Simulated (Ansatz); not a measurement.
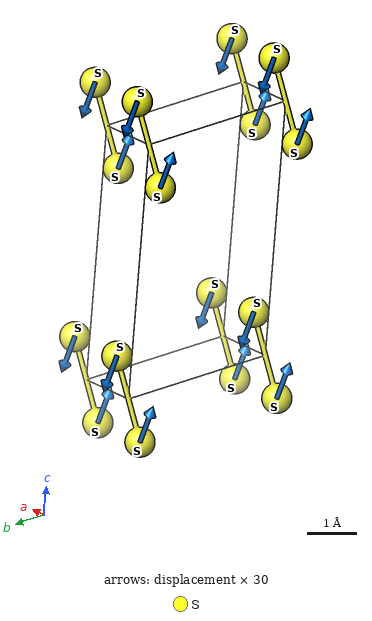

A relaxation of crystalline S (built on the O_12 type). The starting structure is drawn; blue arrows show the displacements (the part carried along by the change of the cell is left out), 30 times their true length.

Style: ball-and-stick. Shown: the cell of the calculation, from a free direction.

Case: O type (C2/m, No. 12).

All numbers below come from DFT PBE, scalar-relativistic, plane waves, PAW (Ansatz). Settings: plane-wave cutoff 420 eV; k-point mesh 10 × 10 × 6; occupations gaussian; smearing width 0.02 eV; no spin polarisation; cell and atoms relaxed; force threshold 0.01 eV/Å; at most 80 steps.

**What did the optimiser do to the structure, and how much energy did it gain?**

The largest moves relative to the cell, 0.031 Å, are those of S atoms. The volume changes by +3.7 %, with a = b 3.064 → 3.081 Å (+0.5 %), c 5.732 → 5.900 Å (+2.9 %), α 105.0° → 105.2°, β 105.0° → 105.2°, γ 89.1° → 90.0°. The space group (tolerance 0.01 Å) goes from C2/m (No. 12) to I4/mmm (No. 139). The energy falls by 1.6 meV per cell of the calculation in 6 accepted moves (7 points after the start). Largest force component: 0.0095 eV/Å at the start, 0.00043 eV/Å at the end. Pressure: 0.37 GPa at the start and 0.00 GPa at the end. At 1 point the geometry stayed and the basis and grid were re-selected for the new cell (energy shift of 0.1 meV per cell of the calculation at most each time). The run took roughly 40 core-seconds on a shared host.
